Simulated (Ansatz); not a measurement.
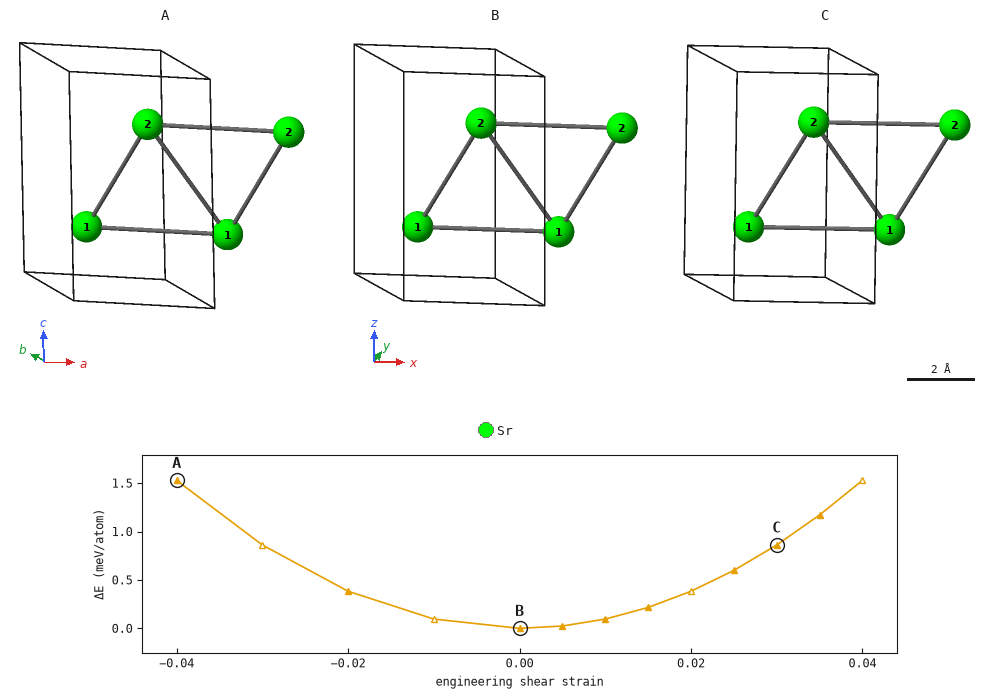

Solid Sr (P6_3/mmc): the cell is strained in shear in the xz plane, with the atoms kept at their fractional coordinates. x, y and z are the Cartesian axes of the input. The lettered frames are marked on the plot. Hollow markers are points alike by symmetry, not computed again. The picture is a ball-and-stick view of the cell of the calculation, repeated 2 × 1 × 1 with one cell outlined, seen slightly off an axis.

Computed with DFT PBEsol, scalar-relativistic, plane waves, PAW in Ansatz. Settings: plane-wave cutoff 420 eV; k-point mesh 12 × 12 × 8; occupations gaussian; smearing width 0.15 eV; no spin polarisation. Energies (free energies at the smearing named) are counted from the cell as listed in its source, which wasn't relaxed.

Q: Read off the main features of the energy profile.

A: Of the computed points the lowest is at the strain 0.00, 0.00 meV/atom. The end points stand at 1.53 meV/atom (−0.04) and 1.53 meV/atom (0.04). The unrelaxed reference is under a pressure of −0.9 GPa. The distortion takes the space group from P6_3/mmc to C2/c. At the strain −0.04 the cell of the drawing goes a 4.310 → 4.311 Å, c 7.050 → 7.051 Å, α 90.0° → 88.9°, β 90.0° → 92.3°.

The computed points:

```csv
engineering shear strain,ΔE (meV/atom)
−0.040,1.53
−0.030,0.86
−0.020,0.38
−0.010,0.10
0.000,0.00
0.005,0.02
0.010,0.10
0.015,0.22
0.020,0.38
0.025,0.60
0.030,0.86
0.035,1.17
0.040,1.53
```

Points that are alike by symmetry were computed once.
